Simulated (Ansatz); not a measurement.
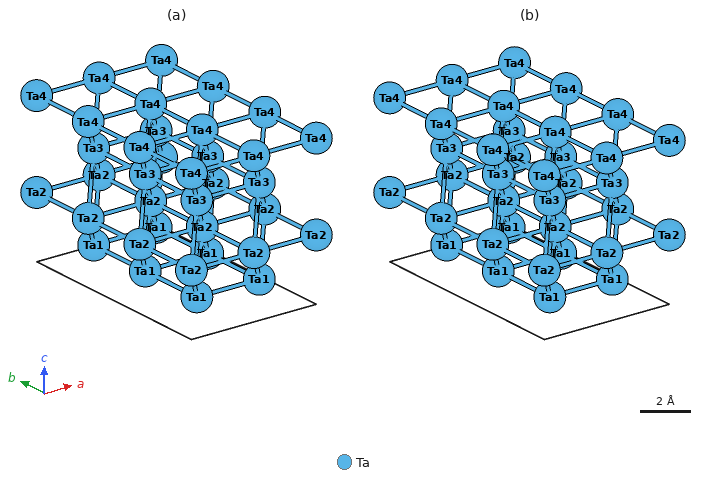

The structure of a slab of composition Ta (cut from the Im-3m phase) before (left) and after (right) a constrained relaxation, at one scale.

The picture is a ball-and-stick view of the 2 × 3 repeat of the cell, outlined in the plane, without the vacuum, seen from a free direction.

Case: clean slab, lower half held. The slab is the (1 1 0) face of Ta. 2 atoms are held fixed.

Method: DFT PBEsol, scalar-relativistic, plane waves, PAW in Ansatz 0.2.0. (plane-wave cutoff 420 eV; k-point mesh 11 × 11 × 1; occupations gaussian; smearing width 0.1 eV; no spin polarisation; dipole correction; atoms relaxed in a fixed cell; force threshold 0.03 eV/Å; at most 70 steps)

**What changed between the two?**

After 3 accepted moves (4 points after the start) the energy has fallen by 29.0 meV per cell of the calculation. The largest force component goes from 0.52 to 0.00068 eV/Å. The line search rejected the trial step at point 1 of the run. Ta4 moves most: 0.11 Å along the normal (−c). The lattice vectors keep their values. Some distances before and after: Ta3–Ta4 2.841 → 2.759 Å, Ta3–Ta4 (another image) 3.281 → 3.210 Å, Ta2–Ta3 2.841 → 2.834 Å, Ta2–Ta3 (another image) 3.281 → 3.275 Å. Bond angles that change, for instance: Ta3–Ta4–Ta3 70.5° → 73.0°. The run took about 2 core-minutes on a shared host.
